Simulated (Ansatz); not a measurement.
## Run report: BaTiO3, geometry relaxation (part 3 of 3)

The same run, continued: BaTiO3 (10 atoms in the cell); DFT with r2SCAN, PAW plane waves, spin-polarised (Ansatz 0.2.0); cutoff 500 eV, 6×6×3 k-mesh, Fermi–Dirac smearing, collinear spins. The structure derives from an entry of the Crystallography Open Database.

Geometry of the input (Å; fractional positions):
```
3.9915  0.0000  0.0000
0.0000  3.9915  0.0000
0.0000  0.0000  8.0192
Ba 0.0000  0.0000  0.0000
Ba 0.0000  0.0000  0.5000
Ti 0.5000  0.5000  0.2500
Ti 0.5000  0.5000  0.7500
O  0.5000  0.5000  0.0000
O  0.5000  0.5000  0.5000
O  0.5000  0.0000  0.2500
O  0.5000  0.0000  0.7500
O  0.0000  0.5000  0.2500
O  0.0000  0.5000  0.7500
```

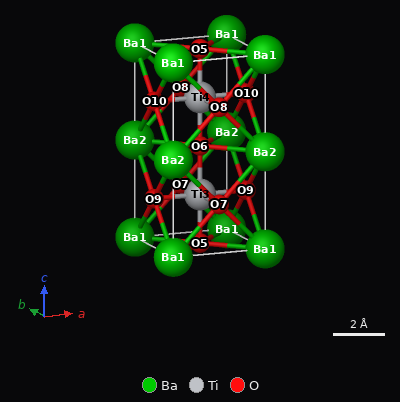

Fig. 1: The geometry at step 4 of the log (ball-and-stick view of the cell of the calculation, seen slightly off an axis; atoms are numbered from 1 in the order of the input).

## Output, continued
```
  k-point 1 ↑: bands = ["-48.2503", "-48.2497", "-23.4617", "-23.4285", "-23.4112", "-23.4112", "-23.4099", "-23.4099", "-14.7186", "-14.6384", "-7.6256", "-7.4623", "-6.8127", "-6.7961", "-6.7748", "-6.5655", "0.5053", "0.5053", "0.5740", "0.6052", "0.6052", "0.8048", "6.7434", "7.6791", "7.7983", "7.7983", "8.0699", "8.0699", "8.6654", "8.6922", "8.6922", "8.8767", "8.9989", "8.9989", "9.0450", "9.7410", "9.8882", "9.8882", "10.1865", "10.1865", "12.7262", "12.7917", "13.2146", "13.2146", "14.0877", "14.0877", "14.9475", "14.9511", "15.6859", "16.7261", "16.7403", "16.7693"]
  k-point 2 ↑: bands = ["-48.2503", "-48.2492", "-23.4772", "-23.4285", "-23.4256", "-23.4112", "-23.4112", "-23.4087", "-14.7186", "-14.5733", "-7.5942", "-7.4623", "-6.8127", "-6.7748", "-6.7571", "-6.4930", "0.5053", "0.5053", "0.5740", "0.5845", "0.7161", "0.7813", "6.2475", "7.4599", "7.4831", "7.6423", "7.6791", "8.0699", "8.0699", "8.3760", "8.7979", "8.9989", "8.9989", "9.0450", "9.3978", "9.4394", "9.6070", "9.7410", "10.1865", "10.1865", "12.7262", "13.2146", "13.2146", "13.3011", "14.4916", "14.5430", "14.9475", "15.4264", "15.6859", "16.7261", "16.7693", "17.5313"]
  k-point 19 ↓: bands = ["-48.2481", "-48.2475", "-23.4733", "-23.4733", "-23.4718", "-23.4718", "-23.4551", "-23.4231", "-14.4804", "-14.4405", "-6.9989", "-6.6859", "-6.6474", "-6.6474", "-6.5636", "-6.5636", "-0.1638", "-0.1638", "-0.0787", "0.2114", "0.2114", "0.5328", "5.9892", "6.0210", "6.4041", "6.4127", "6.8185", "6.8384", "7.7235", "7.8772", "7.8772", "7.9898", "8.0754", "8.0754", "9.7604", "9.7604", "10.1741", "10.1741", "10.4180", "10.4438", "14.6700", "14.6700", "15.0206", "15.0206", "15.0281", "15.1561", "16.7332", "17.9938", "18.6931", "18.7967", "18.7967", "18.9825"]
--- Relaxed structure (5 steps of the walk, 5 accepted, 1 SCFs on fresh bases) ---
  F+E_penalty+E_count = -20367.53641625 eV   max|allowed force component| = 1.919e-29 eV/Å   (the final SCF, on the basis selected at the relaxed cell)
  cell:  # Å, volume = 124.1409 Å³
    - [3.9593936499777147, -3.088372874475258e-34, 2.861812702216455e-35]
    - [-3.088372874475258e-34, 3.9593936499777147, 3.028751776512415e-34]
    - [5.749669204343593e-35, 6.08506657459697e-34, 7.9187690872403955]
  atoms:
    - { symbol: Ba, position: [2.2277839366204266e-33, -6.467270752156839e-36, -2.0639050320465269e-35] }
    - { symbol: Ba, position: [2.2320247699005297e-33, -5.05365965878921e-36, 0.49999999999999994] }
    - { symbol: Ti, position: [0.5, 0.5, 0.24999999999999997] }
    - { symbol: Ti, position: [0.5, 0.5, 0.75] }
    - { symbol: O, position: [0.5, 0.5, 3.377299143348862e-36] }
    - { symbol: O, position: [0.5, 0.5, 0.49999999999999994] }
    - { symbol: O, position: [0.5, -3.693058981422889e-36, 0.24999999999999997] }
    - { symbol: O, position: [0.5, -3.316096023191544e-36, 0.75] }
    - { symbol: O, position: [-1.2312517282954593e-33, 0.5, 0.24999999999999997] }
    - { symbol: O, position: [-1.233277904195953e-33, 0.5, 0.75] }
--- Löwdin populations: 10 sites ---
  site symbol       q [e]    m [muB]
     0     Ba      8.2119     0.0000
     1     Ba      8.2119     0.0000
     2     Ti     10.6955     0.0000
     3     Ti     10.6955     0.0000
     4      O      6.9164     0.0000
     5      O      6.9164     0.0000
     6      O      6.9164     0.0000
     7      O      6.9164     0.0000
     8      O      6.9164     0.0000
     9      O      6.9164     0.0000
  spilling = 0.008581 (of n_electrons = 80.000000)
--- Bader charges: 10 sites ---
  site symbol  charge [e]  shift [e]    m [muB]
     0     Ba      1.5673     0.0000     0.0000
     1     Ba      1.5673     0.0000     0.0000
     2     Ti      2.3211     0.0029     0.0000
     3     Ti      2.3211     0.0029     0.0000
     4      O     -1.2962     0.0010     0.0000
     5      O     -1.2962     0.0010     0.0000
     6      O     -1.2961     0.0010     0.0000
     7      O     -1.2961     0.0010     0.0000
     8      O     -1.2961     0.0010     0.0000
     9      O     -1.2961     0.0010     0.0000
  estimated error of the sums over rays = 4.5e-4 e
```

## Trajectory as extended XYZ (Å, eV, eV/Å), 6 frames, from step=1 to step=6
```
10
Lattice="3.9915 0.0000 0.0000 0.0000 3.9915 0.0000 0.0000 0.0000 8.0192" Properties=species:S:1:pos:R:3:forces:R:3 step=1 energy=-20367.58504 pressure_GPa=-0.46
Ba    0.0000    0.0000    0.0000    0.0000   0.0000   0.0000
Ba    0.0000    0.0000    4.0096    0.0000   0.0000   0.0000
Ti    1.9957    1.9957    2.0048    0.0000   0.0000   0.0000
Ti    1.9957    1.9957    6.0144    0.0000   0.0000   0.0000
O     1.9957    1.9957    0.0000    0.0000   0.0000   0.0000
O     1.9957    1.9957    4.0096    0.0000   0.0000   0.0000
O     1.9957    0.0000    2.0048    0.0000   0.0000   0.0000
O     1.9957    0.0000    6.0144    0.0000   0.0000   0.0000
O     0.0000    1.9957    2.0048    0.0000   0.0000   0.0000
O     0.0000    1.9957    6.0144    0.0000   0.0000   0.0000
10
Lattice="3.9493 0.0000 0.0000 0.0000 3.9493 0.0000 0.0000 0.0000 7.9163" Properties=species:S:1:pos:R:3:forces:R:3 step=2 energy=-20367.51471 pressure_GPa=6.11
Ba    0.0000    0.0000    0.0000    0.0000   0.0000   0.0000
Ba    0.0000    0.0000    3.9582    0.0000   0.0000   0.0000
Ti    1.9747    1.9747    1.9791    0.0000   0.0000   0.0000
Ti    1.9747    1.9747    5.9373    0.0000   0.0000   0.0000
O     1.9747    1.9747    0.0000    0.0000   0.0000   0.0000
O     1.9747    1.9747    3.9582    0.0000   0.0000   0.0000
O     1.9747    0.0000    1.9791    0.0000   0.0000   0.0000
O     1.9747    0.0000    5.9373    0.0000   0.0000   0.0000
O     0.0000    1.9747    1.9791    0.0000   0.0000   0.0000
O     0.0000    1.9747    5.9373    0.0000   0.0000   0.0000
10
Lattice="3.9576 0.0000 0.0000 0.0000 3.9576 0.0000 0.0000 0.0000 7.9274" Properties=species:S:1:pos:R:3:forces:R:3 step=3 energy=-20367.53848 pressure_GPa=4.96
Ba    0.0000    0.0000    0.0000    0.0000   0.0000   0.0000
Ba    0.0000    0.0000    3.9637    0.0000   0.0000   0.0000
Ti    1.9788    1.9788    1.9819    0.0000   0.0000   0.0000
Ti    1.9788    1.9788    5.9456    0.0000   0.0000   0.0000
O     1.9788    1.9788    0.0000    0.0000   0.0000   0.0000
O     1.9788    1.9788    3.9637    0.0000   0.0000   0.0000
O     1.9788    0.0000    1.9819    0.0000   0.0000   0.0000
O     1.9788    0.0000    5.9456    0.0000   0.0000   0.0000
O     0.0000    1.9788    1.9819    0.0000   0.0000   0.0000
O     0.0000    1.9788    5.9456    0.0000   0.0000   0.0000
10
Lattice="3.9583 0.0000 0.0000 0.0000 3.9583 0.0000 0.0000 0.0000 7.9237" Properties=species:S:1:pos:R:3:forces:R:3 step=4 energy=-20367.53821 pressure_GPa=4.98
Ba    0.0000    0.0000    0.0000    0.0000   0.0000   0.0000
Ba    0.0000    0.0000    3.9619    0.0000   0.0000   0.0000
Ti    1.9792    1.9792    1.9809    0.0000   0.0000   0.0000
Ti    1.9792    1.9792    5.9428    0.0000   0.0000   0.0000
O     1.9792    1.9792    0.0000    0.0000   0.0000   0.0000
O     1.9792    1.9792    3.9619    0.0000   0.0000   0.0000
O     1.9792    0.0000    1.9809    0.0000   0.0000   0.0000
O     1.9792    0.0000    5.9428    0.0000   0.0000   0.0000
O     0.0000    1.9792    1.9809    0.0000   0.0000   0.0000
O     0.0000    1.9792    5.9428    0.0000   0.0000   0.0000
10
Lattice="3.9594 0.0000 0.0000 0.0000 3.9594 0.0000 0.0000 0.0000 7.9188" Properties=species:S:1:pos:R:3:forces:R:3 step=5 energy=-20367.53793 pressure_GPa=5.00
Ba    0.0000    0.0000    0.0000    0.0000   0.0000   0.0000
Ba    0.0000    0.0000    3.9594    0.0000   0.0000   0.0000
Ti    1.9797    1.9797    1.9797    0.0000   0.0000   0.0000
Ti    1.9797    1.9797    5.9391    0.0000   0.0000   0.0000
O     1.9797    1.9797    0.0000    0.0000   0.0000   0.0000
O     1.9797    1.9797    3.9594    0.0000   0.0000   0.0000
O     1.9797    0.0000    1.9797    0.0000   0.0000   0.0000
O     1.9797    0.0000    5.9391    0.0000   0.0000   0.0000
O     0.0000    1.9797    1.9797    0.0000   0.0000   0.0000
O     0.0000    1.9797    5.9391    0.0000   0.0000   0.0000
10
Lattice="3.9594 0.0000 0.0000 0.0000 3.9594 0.0000 0.0000 0.0000 7.9188" Properties=species:S:1:pos:R:3:forces:R:3 step=6 energy=-20367.53642 pressure_GPa=5.01
Ba    0.0000    0.0000    0.0000    0.0000   0.0000   0.0000
Ba    0.0000    0.0000    3.9594    0.0000   0.0000   0.0000
Ti    1.9797    1.9797    1.9797    0.0000   0.0000   0.0000
Ti    1.9797    1.9797    5.9391    0.0000   0.0000   0.0000
O     1.9797    1.9797    0.0000    0.0000   0.0000   0.0000
O     1.9797    1.9797    3.9594    0.0000   0.0000   0.0000
O     1.9797    0.0000    1.9797    0.0000   0.0000   0.0000
O     1.9797    0.0000    5.9391    0.0000   0.0000   0.0000
O     0.0000    1.9797    1.9797    0.0000   0.0000   0.0000
O     0.0000    1.9797    5.9391    0.0000   0.0000   0.0000
```

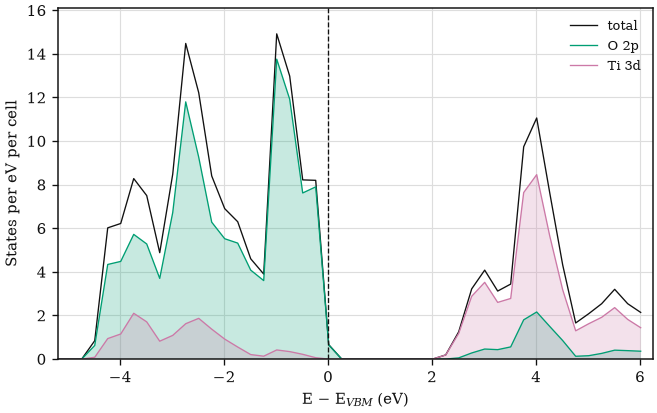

Fig. 2: Density of states (projected on Löwdin-orthogonalised atomic shells), with energies from the valence-band top. There is a gap of 2.24 eV on the k-point mesh.

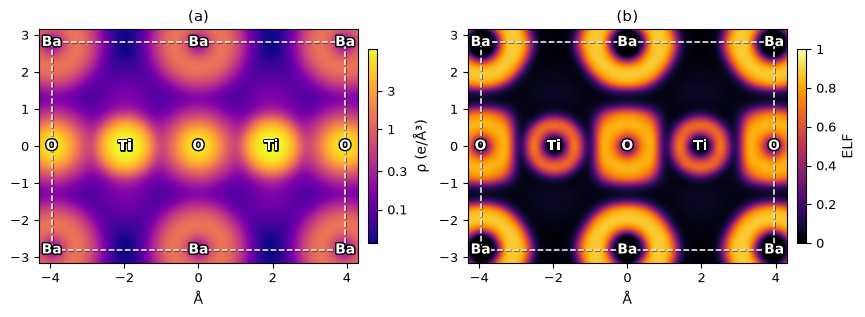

Fig. 3: (a) valence charge density (pseudo); (b) ELF on the (110) plane of the calculation cell. Atoms in the plane: Ba, Ti and O. Ti–O (1.98 Å): ρ at the midpoint is about 0.66 e/Å³; the ELF is about 0.20 at the midpoint. Away from the nuclei the density in this plane falls to 0.04 e/Å³ at its lowest. The strong features right at Ba and Ti lie inside the PAW spheres (semicore, d or f shells) and say nothing about bonding. The fields are those of the smooth PAW valence density.

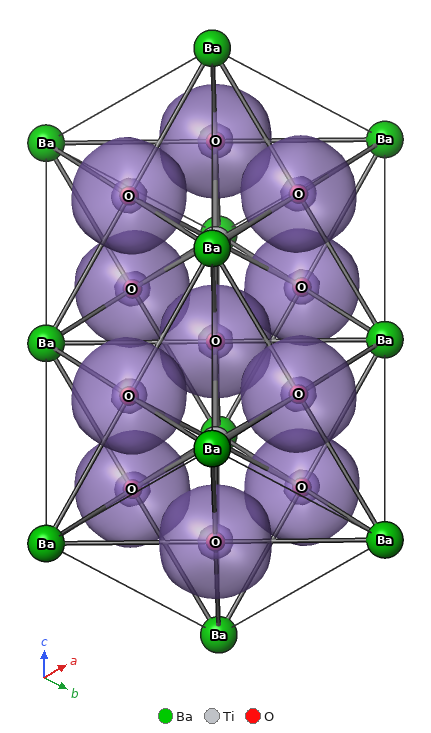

Fig. 4: Isosurface of the ELF at 0.6 (purple), seen at an oblique angle. Only the valence region is drawn (cores and ρ < 0.01 e/Å³ removed). Sticks mark near contacts. The outline is the calculation cell. Values along the shortest contacts: Ti–O (1.98 Å): the ELF is about 0.20 at the midpoint. Ba–O (2.80 Å): the ELF is about 0.10 at the midpoint, as expected for a contact without a shared pair.

## Results in brief

```json
{"quantity": "outcome", "value": "converged"}
{"quantity": "space group (tolerance 0.01 Å)", "value": "P4/mmm (123) → Pm-3m (221)"}
{"quantity": "electrons treated", "value": "80"}
{"quantity": "free energy", "value": "−20367.5364 eV"}
{"quantity": "Fermi energy", "value": "11.617 eV"}
{"quantity": "net moment of the cell", "value": "0.00 μB"}
{"quantity": "integrated absolute moment", "value": "0.00 μB"}
{"quantity": "pressure", "value": "5.01 GPa"}
{"quantity": "final volume", "value": "124.14 Å³"}
{"quantity": "electronic character", "value": "gap of 2.24 eV"}
{"quantity": "largest force (length of the vector) at the end", "value": "under 0.001 eV/Å"}
{"quantity": "final cell", "value": "a = 3.959 Å, b = 3.959 Å, c = 7.919 Å, α = 90.00°, β = 90.00°, γ = 90.00°"}
{"quantity": "wall time", "value": "1.7 min (CPU time 3.5 min)"}
{"quantity": "peak memory", "value": "0.81 GiB"}
```

Warnings of the run: spin is on but no starting moments are given. The cell was relaxed to the target pressure of the input; what is minimised is then the enthalpy E + pV.
